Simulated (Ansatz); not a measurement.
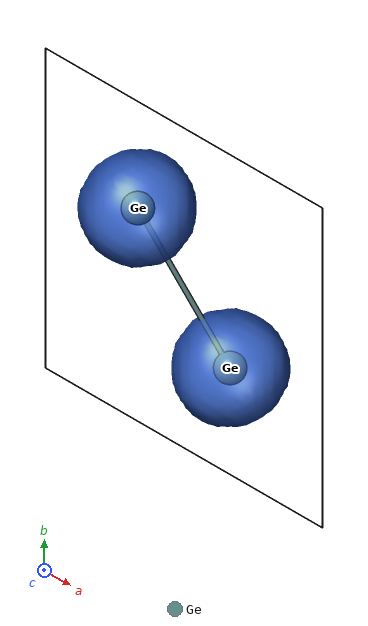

Figure. Ge. Isosurface of the valence electron density at 1 e/Å³ (blue), seen along the c axis. Sticks mark near contacts.

Space group P6₃/mmc; a structure from a database of computed crystals, not necessarily the ambient phase.

Theory: Kohn-Sham DFT of a periodic cell, PBEsol, spin-orbit coupling, Ansatz PAW in Ansatz.

The density is the valence pseudo-density of a PAW calculation; it isn't the true density close to the nuclei.

```yaml
crystal:
  lattice:
    - [3.99759, 0.00000, 0.00000]
    - [-1.99879, 3.46201, 0.00000]
    - [0.00000, 0.00000, 6.59938]
  atoms:
    - { symbol: Ge, position: [0.33333, 0.66667, 0.93710] }
    - { symbol: Ge, position: [0.66667, 0.33333, 0.43710] }
    - { symbol: Ge, position: [0.33333, 0.66667, 0.56290] }
    - { symbol: Ge, position: [0.66667, 0.33333, 0.06290] }
```

**What does this surface tell about the bonding?**

At this value the density breaks into separate islands; it holds about 70 % of the electrons treated as valence (semicore included). It bridges none of the near contacts. It is pinched off along the sampled Ge–Ge (2.45 Å) contacts. On the grid the lowest density along these lines, outside the cores, is 0.5 e/Å³ (Ge–Ge, 2.45 Å).
